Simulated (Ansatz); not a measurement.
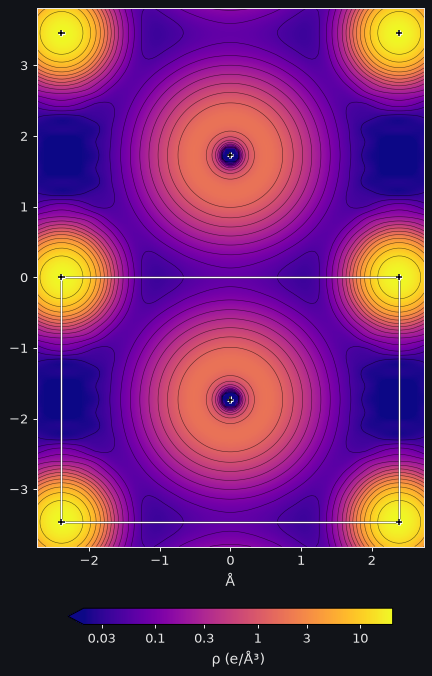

The valence electron density on a plane through atoms (crosses mark nuclei in the plane).

The calculation used DFT, PBE, plane waves, PAW (Ansatz).

Candidates:
A. KBr, a = 3.99 Å, b = 3.99 Å, c = 3.99 Å, α = 90.00°, β = 90.00°, γ = 90.00°. Space group Pm-3m; started from the CsCl prototype, which need not be the ambient phase; changed on purpose from its base cell (hydrostatic strain +0.4%).
B. NaCl, a = 4.78 Å, b = 5.01 Å, c = 3.46 Å, α = 90.00°, β = 90.00°, γ = 90.00°. Space group Cmmm; started from the CsCl prototype, which need not be the ambient phase; changed on purpose from its base cell (shear xy strain +4.6%).
C. AgI, a = 6.75 Å, b = 6.75 Å, c = 6.75 Å, α = 90.00°, β = 90.00°, γ = 90.00°. Space group F-43m; started from the zincblende prototype, which need not be the ambient phase; changed on purpose from its base cell (hydrostatic strain +2.6%).

Which system is this?

Answer. Candidate B: NaCl on the (010) plane of the conventional cell, which holds Na and Cl. Na–Cl (2.95 Å): ρ is about 0.11 e/Å³ halfway, with its minimum of 0.06 e/Å³ about 1.2 Å from Na.
